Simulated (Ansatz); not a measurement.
**Two runs on C**

System: C (Cmme, 4 atoms in the cell).
Method of run A: DFT PBE, scalar-relativistic, plane waves, PAW, PAW set soft_1, no spin polarisation (Ansatz 0.2.0).

The structure derives from a Materials Project entry. Text and figures count atoms from 1; the logs count them from 0 in places.

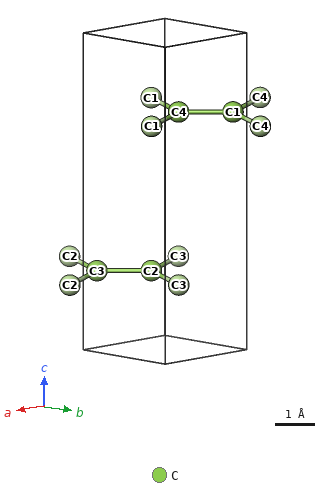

The structure (ball-and-stick view of the cell of the calculation, seen at an oblique angle; neighbours outside the cell are drawn fainter; atoms are numbered from 1 in the order of the input). An atom can appear more than once, as a periodic image. Near neighbours in the periodic cell (some may lie outside the picture): C has 3 C at 1.42 Å.

**Input file, run A**
```yaml
crystal:
  lattice:
    - [1.2332770928, -2.1360444485, 0.0]
    - [1.2332770928, 2.1360444485, 0.0]
    - [0.0, 0.0, 8.7070207245]
  atoms:
    - { symbol: C, position: [0.0833329406, 0.9166670594, 0.7503043452] }
    - { symbol: C, position: [0.5833329406, 0.4166670594, 0.2496956548] }
    - { symbol: C, position: [0.9166670594, 0.0833329406, 0.2496956548] }
    - { symbol: C, position: [0.4166670594, 0.5833329406, 0.7503043452] }
basis:
  ecutwfc: 520.0
kpoints:
  mp_grid: { grid: [21, 21, 6] }
hamiltonian:
  xc: pbe
  pseudopotentials: { kind: paw, azcp: { folder: soft_1 } }
scf:
  occupations: { method: gaussian, width: 0.15 }
output:
  forces: true
  stress: true
  eigenvalues: true
  write_density: true
  write_potential: true
  elf: true
  volumetric_format: npy
```

Launched with:
```bash
ansatz run input.yaml --threads 2 --pin off --max-ram 4096MiB --backend cpu --events-out ev --progress --plain --runs-dir out
```

Hardware: 2 threads of Arm Neoverse V1, 24 GiB of memory available, shared host.

**Output, shortened to warnings, some set-up lines, iterations and results (run A)**
```
Basis set: ecut = 520 eV, 1227 PW (Γ), exchange–correlation on 40×40×144 points (8 copies of the dense FFT grid, shifted against one another)
Symmetry: 8 space group operations
k-points: 484 of 2646
Initial density: superposition of atomic densities (chi_scale 0.1, normalization cell)
[...]
SCF iter   1: F=—  HF=-1006.060423 eV  |F-HF|=—  |Δ(HF+E_count)|=         —  Δρ=1.12e-1  dr2=5.26e0  ethr=3.10e-3  ⟨swp⟩=5.5  Hψ=35223  notcnv=0
SCF iter   2: F=—  HF=-1004.705143 eV  |F-HF|=—  |Δ(HF+E_count)|=    1.36e0  Δρ=6.34e-2  dr2=2.09e0  ethr=3.10e-3  ⟨swp⟩=2.9  Hψ=15531  notcnv=0
SCF iter   3: F=—  HF=-1003.777238 eV  |F-HF|=—  |Δ(HF+E_count)|=   9.28e-1  Δρ=7.38e-3  dr2=1.44e-2  ethr=3.10e-3  ⟨swp⟩=3.7  Hψ=18209  notcnv=0
SCF iter   4: F=—  HF=-1003.781149 eV  |F-HF|=—  |Δ(HF+E_count)|=   3.91e-3  Δρ=9.30e-4  dr2=2.11e-4  ethr=9.00e-5  ⟨swp⟩=2.7  Hψ=13130  notcnv=0
SCF iter   5: F=—  HF=-1003.781346 eV  |F-HF|=—  |Δ(HF+E_count)|=   1.97e-4  Δρ=1.04e-4  dr2=1.38e-5  ethr=1.32e-6  ⟨swp⟩=2.8  Hψ=9718  notcnv=0
SCF iter   6: F=—  HF=-1003.781345 eV  |F-HF|=—  |Δ(HF+E_count)|=   1.02e-6  Δρ=5.01e-5  dr2=2.04e-6  ethr=8.65e-8  ⟨swp⟩=2.0  Hψ=8014  notcnv=0
SCF iter   7: F=-1003.781345 eV  HF=-1003.781345 eV  |F-HF|=1.05e-8  |Δ(HF+E_count)|=   2.79e-7  Δρ=1.21e-5  dr2=5.28e-8  ethr=6.25e-10  ⟨swp⟩=8.9  Hψ=49004  notcnv=0
SCF 1 converged in 7 iterations: F = -1003.781345 eV  dr2 = 5.28e-8
SCF converged after 7 iterations
Free energy (F): -1003.781345 eV
Harris-Foulkes:  -1003.781345 eV  (|F-HF|=1.05e-8)
Internal energy: -1003.780008 eV  (E = F + TS)
E sigma→0 (E₀):  -1003.780676 eV
Entropy (-TS):   -0.001337 eV (-0.334 meV/atom)
Fermi energy:    4.435144 eV
--- Per-component energies (eV) ---
  E_band       = -75.380309
  E_kinetic    = 353.599662
  E_local      = -910.271706  (includes V_loc(G=0)·N_el)
  E_nonlocal   = 93.814169
  E_hartree    = 324.957137
  E_xc         = -187.664848
  E_vxc        = -231.061933  (∫ρ·V_xc dr)
  E_paw        = -400.406400  (= ΣΔE_a)
  E_vpaw       = -31.375736  (= ΣTr[D̂ρ^β])
  E_aug_tail   = 0.000001  (compensation charges beyond the density's cutoff)
  E_ewald      = -277.808024
  E_smearing   = -0.001337  (= −TS)
  E_closure    = -0.000000  (closes the sum)
  Σ components = -1003.781345   (vs F -1003.781345, Δ=0.00e0)
--- Forces (eV/Å), atoms counted from 1 ---
  atom   1  C      0.00000000     0.00037032     0.00005927
  atom   2  C      0.00000000     0.00037032    -0.00005927
  atom   3  C      0.00000000    -0.00037032    -0.00005927
  atom   4  C      0.00000000    -0.00037032     0.00005927
  max |Σ_I F_I| component: 0.00e0 eV/Å
--- Stress (GPa, compression-positive) ---
       -0.012565       0.000000       0.000000
        0.000000      -0.009736       0.000000
        0.000000       0.000000       0.015624
  P = ⅓ Tr σ = -0.0022 GPa (-0.022 kbar)
```

For run B the input was changed thus:
```diff
-  mp_grid: { grid: [21, 21, 6] }
+  mp_grid: { grid: [18, 18, 6] }
```

What does this change do to the results?

The free energy of run B is 0.26 meV per atom higher, which measures how much it depends on this numerical setting. The SCF takes 6 iterations against 7. The irreducible k-points go from 484 to 364.

**Output, shortened to warnings, some set-up lines, iterations and results (run B)**
```
Basis set: ecut = 520 eV, 1227 PW (Γ), exchange–correlation on 40×40×144 points (8 copies of the dense FFT grid, shifted against one another)
Symmetry: 8 space group operations
k-points: 364 of 1944
Initial density: superposition of atomic densities (chi_scale 0.1, normalization cell)
[...]
SCF iter   1: F=—  HF=-1006.059398 eV  |F-HF|=—  |Δ(HF+E_count)|=         —  Δρ=1.12e-1  dr2=5.26e0  ethr=3.10e-3  ⟨swp⟩=5.5  Hψ=26457  notcnv=0
SCF iter   2: F=—  HF=-1004.185594 eV  |F-HF|=—  |Δ(HF+E_count)|=    1.87e0  Δρ=4.11e-2  dr2=8.70e-1  ethr=3.10e-3  ⟨swp⟩=3.8  Hψ=14532  notcnv=0
SCF iter   3: F=—  HF=-1003.781204 eV  |F-HF|=—  |Δ(HF+E_count)|=   4.04e-1  Δρ=2.39e-3  dr2=2.55e-3  ethr=3.10e-3  ⟨swp⟩=2.9  Hψ=11980  notcnv=0
SCF iter   4: F=—  HF=-1003.780311 eV  |F-HF|=—  |Δ(HF+E_count)|=   8.93e-4  Δρ=2.27e-4  dr2=3.76e-5  ethr=1.59e-5  ⟨swp⟩=2.3  Hψ=8171  notcnv=0
SCF iter   5: F=—  HF=-1003.780320 eV  |F-HF|=—  |Δ(HF+E_count)|=   9.11e-6  Δρ=1.34e-4  dr2=3.95e-5  ethr=2.35e-7  ⟨swp⟩=2.3  Hψ=7486  notcnv=0
SCF iter   6: F=-1003.780309 eV  HF=-1003.780309 eV  |F-HF|=9.18e-9  |Δ(HF+E_count)|=   1.11e-5  Δρ=9.41e-6  dr2=2.22e-8  ethr=6.25e-10  ⟨swp⟩=10.9  Hψ=41825  notcnv=0
SCF 1 converged in 6 iterations: F = -1003.780309 eV  dr2 = 2.22e-8
SCF converged after 6 iterations
Free energy (F): -1003.780309 eV
Harris-Foulkes:  -1003.780309 eV  (|F-HF|=9.18e-9)
Internal energy: -1003.778489 eV  (E = F + TS)
E sigma→0 (E₀):  -1003.779399 eV
Entropy (-TS):   -0.001820 eV (-0.455 meV/atom)
Fermi energy:    4.435121 eV
--- Per-component energies (eV) ---
  E_band       = -75.378797
  E_kinetic    = 353.600591
  E_local      = -910.270012  (includes V_loc(G=0)·N_el)
  E_nonlocal   = 93.814121
  E_hartree    = 324.955855
  E_xc         = -187.664654
  E_vxc        = -231.061684  (∫ρ·V_xc dr)
  E_paw        = -400.406368  (= ΣΔE_a)
  E_vpaw       = -31.375789  (= ΣTr[D̂ρ^β])
  E_aug_tail   = 0.000001  (compensation charges beyond the density's cutoff)
  E_ewald      = -277.808024
  E_smearing   = -0.001820  (= −TS)
  E_closure    = 0.000000  (closes the sum)
  Σ components = -1003.780309   (vs F -1003.780309, Δ=0.00e0)
--- Forces (eV/Å), atoms counted from 1 ---
  atom   1  C      0.00000000     0.00023981    -0.00013241
  atom   2  C      0.00000000     0.00023981     0.00013241
  atom   3  C     -0.00000000    -0.00023981     0.00013241
  atom   4  C     -0.00000000    -0.00023981    -0.00013241
  max |Σ_I F_I| component: 0.00e0 eV/Å
--- Stress (GPa, compression-positive) ---
       -0.003402       0.000000       0.000000
        0.000000      -0.002437       0.000000
        0.000000       0.000000       0.012033
  P = ⅓ Tr σ = 0.0021 GPa (0.021 kbar)
```

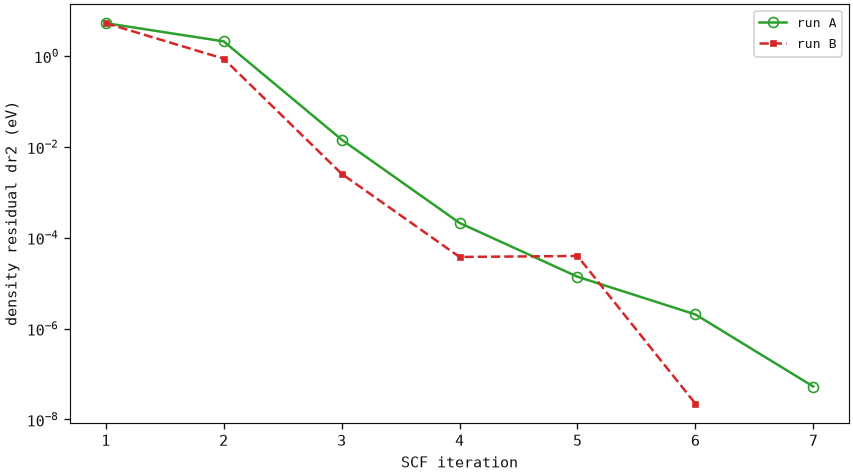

Convergence of the two runs: density residual dr2 against the SCF iteration. Run A takes 7 iterations in all, and run B takes 6.

**The two runs side by side**

```tsv
quantity	run A	run B
outcome	converged	converged
free energy per atom (eV)	−250.9453	−250.9451
energy per atom, smearing taken to zero (eV)	−250.9452	−250.9448
gap on the mesh (eV)	0.00	0.00
pressure (GPa)	0.00	0.00
largest force (eV/Å)	0.000	0.000
SCF iterations	7	6
irreducible k-points	484	364
plane waves at Γ	1227	1227
wall time (shared host)	16 s	11 s
```
